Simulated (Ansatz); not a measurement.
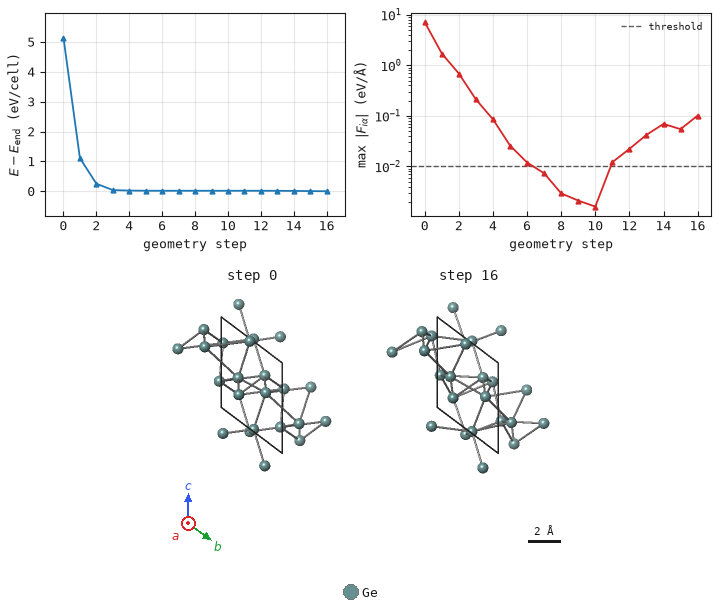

First and last geometry of a relaxation of crystalline Ge (set up in P1), with the history of the run. A ball-and-stick model of the cell of the calculation, seen along the a axis.

Case: cell sheared at random, sigma 0.1, atoms nudged by 0.01 Å; relaxed back.

All numbers below come from DFT PBEsol, scalar-relativistic, plane waves, PAW (Ansatz). Set-up: plane-wave cutoff 420 eV; k-point mesh 6 × 6 × 6; occupations gaussian; smearing width 0.15 eV; no spin polarisation; atoms relaxed in a fixed cell; force threshold 0.01 eV/Å; at most 80 steps.

> Read the history and describe the run.

The run was cut off at its time limit before the relaxation converged, so the last structure is only a point on the way. The energy falls by 5.142 eV per cell of the calculation in 16 geometry steps. Largest force component: 7.1 eV/Å at the start, 0.1 eV/Å at the end. The forces were under the threshold at step 7, but the run went on from there. The largest move is that of a Ge atom, 0.65 Å roughly along [−1 −3 0]. The cell doesn't change. Some distances before and after: Ge–Ge 2.393 → 3.090 Å, Ge–Ge 1.976 → 2.608 Å, Ge–Ge 1.976 → 2.584 Å, Ge–Ge 3.185 → 2.620 Å. Among the angles between lasting bonds that change: Ge–Ge–Ge 104.6° → 71.8°, Ge–Ge–Ge 112.2° → 79.8°, Ge–Ge–Ge 74.5° → 105.9°. The space group stays P1 (No. 1).
